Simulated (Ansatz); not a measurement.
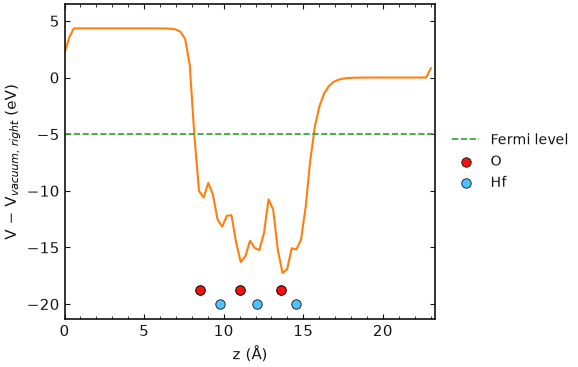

Plane-averaged electrostatic potential energy of an electron across the slab; circles at the bottom mark the heights of the atoms (positions after relaxation).

Input of the run:

```
crystal:
  lattice:
    - [3.5665804225, 0.0, 0.0]
    - [0.0, 3.5665804225, 0.0]
    - [0.0, 0.0, 23.3048830059]
  atoms:
    - { symbol: O, position: [0.5, 0.0, 0.36473043] }
    - { symbol: O, position: [0.0, 0.5, 0.36473043] }
    - { symbol: Hf, position: [0.5, 0.5, 0.418838258] }
    - { symbol: O, position: [0.0, 0.5, 0.472946086] }
    - { symbol: O, position: [0.5, 0.0, 0.472946086] }
    - { symbol: Hf, position: [0.0, 0.0, 0.527053914] }
    - { symbol: O, position: [0.5, 0.0, 0.581161742] }
    - { symbol: O, position: [0.0, 0.5, 0.581161742] }
    - { symbol: Hf, position: [0.5, 0.5, 0.63526957] }
basis:
  ecutwfc: 420
kpoints:
  mp_grid: { grid: [8, 8, 1] }
hamiltonian:
  xc: pbesol
scf:
  occupations: { method: gaussian, width: 0.05 }
output:
  forces: true
  eigenvalues: true
  write_density: true
  write_potential: true
  elf: true
  volumetric_format: npy
relax:
  adjacent_minimum: "off"
  f_tol: 0.03
  max_steps: 70
  constraints: [{ sites: [0, 1, 2, 3, 4] }]
efield:
  axis: 3
  dipole_correction: true
  ramp_width: 0.04
```

Run as:
```bash
ansatz run input.yaml --threads 2 --pin off --max-ram 5120MiB --backend cpu --events-out ev --progress --plain --runs-dir out
```

What is the work function?

Answer. The work function is 4.98 eV at the right face and 9.32 eV at the left.

How thick are slab and vacuum?

Answer. The outermost atoms are 6.1 Å apart, which leaves 17.2 Å of vacuum in a cell 23.3 Å high.

Spin-orbit coupling is left out, which matters for Hf.
